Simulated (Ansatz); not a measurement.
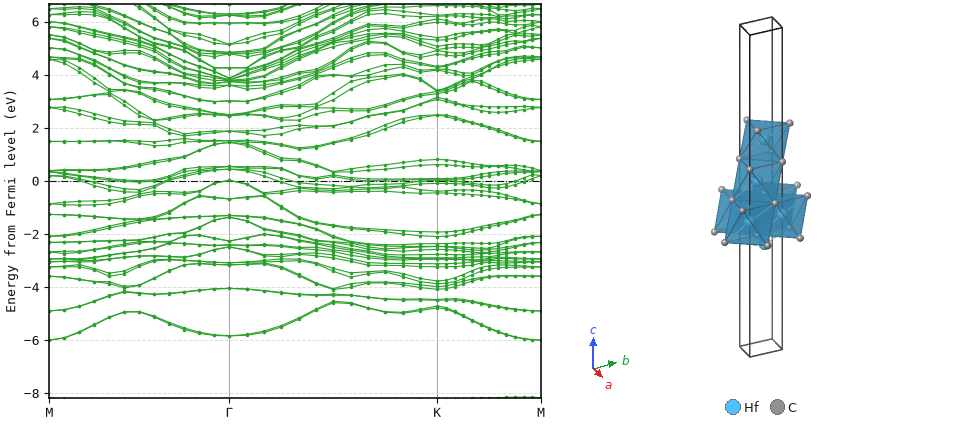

Band structure, beside the structure. Energies are counted from the Fermi level.

The material is a (111) slab cut from HfC (Fm-3m), ended by C above and Hf below, 8 atoms in the cell.

Level of theory: DFT PBE, spin-orbit coupling, plane waves, PAW, 12×12×1 k mesh, Gaussian smearing of 0.1 eV; code Ansatz 0.2.0.

> Metal, semiconductor or insulator?

A metal: bands cross the Fermi level along this path.

> By band count a gap could open at this filling. What closes it?

The last band that the electron count would fill rises to 0.45 eV above the Fermi level at Γ, leaving holes there, and the next band dips to 0.04 eV below it between M and Γ, holding electrons: an overlap of 0.48 eV.

> On which lines of the path do bands cross the Fermi level?

Bands cross the Fermi level on every line of the path.
